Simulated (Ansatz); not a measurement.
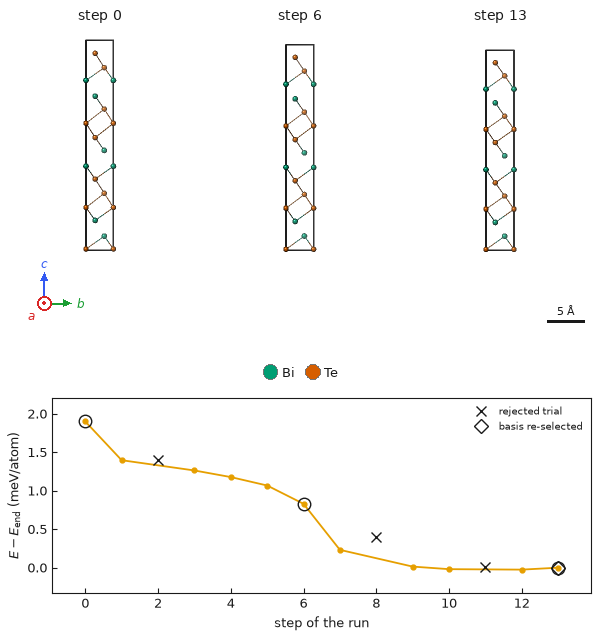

Frames of a relaxation of a crystal of Bi2Te3 (set up in R3m), marked on the history of the run. A ball-and-stick model of the conventional cell (3 times the calculation's cell), seen along the a axis. Lengths and directions refer to the drawn axes.

Computed with DFT PBEsol, scalar-relativistic, plane waves, PAW (Ansatz 0.2.0). (plane-wave cutoff 420 eV; k-point mesh 12 × 12 × 12; occupations gaussian; smearing width 0.1 eV; no spin polarisation; cell and atoms relaxed; force threshold 0.005 eV/Å; at most 80 steps)

Describe the path.

The energy falls by 1.9 meV per atom in 9 accepted moves (13 points after the start). The largest force component goes from 0.083 to 0.0027 eV/Å. The pressure goes from −0.05 to 0.00 GPa. The line search rejected the trial steps at points 2, 8, 11 of the run. At 1 point the geometry stayed and the basis and grid were re-selected for the new cell (energy shift of less than 0.05 meV per atom at most each time). The largest moves relative to the cell, 0.086 Å, are those of Bi atoms. Largest moves by element: Bi 0.086 Å, Te 0.058 Å. Cell: a = b 4.390 → 4.484 Å (+2.1 %), c 29.119 → 27.731 Å (−4.8 %). Volume −0.6 %. Among the contacts that change: Bi–Te 3.099 → 3.177 Å, Te–Te 3.216 → 3.168 Å. Bond angles that change, for instance: Te–Te–Te 86.1° → 90.1°, Te–Te–Te 93.9° → 89.9°, Bi–Te–Te 177.1° → 179.8°. The space group stays R-3m (No. 166). Cost: 7.4 min on 2 threads of Intel(R) Xeon(R) 6975P-C (Granite Rapids), with other jobs on the host, peak memory 1.2 GiB. From step 0 to 6: Bi atoms move most (0.06 Å), volume −0.6 %, energy −1.1 meV per atom. From step 6 to 13: Bi atoms move most (0.03 Å), energy −0.8 meV per atom.
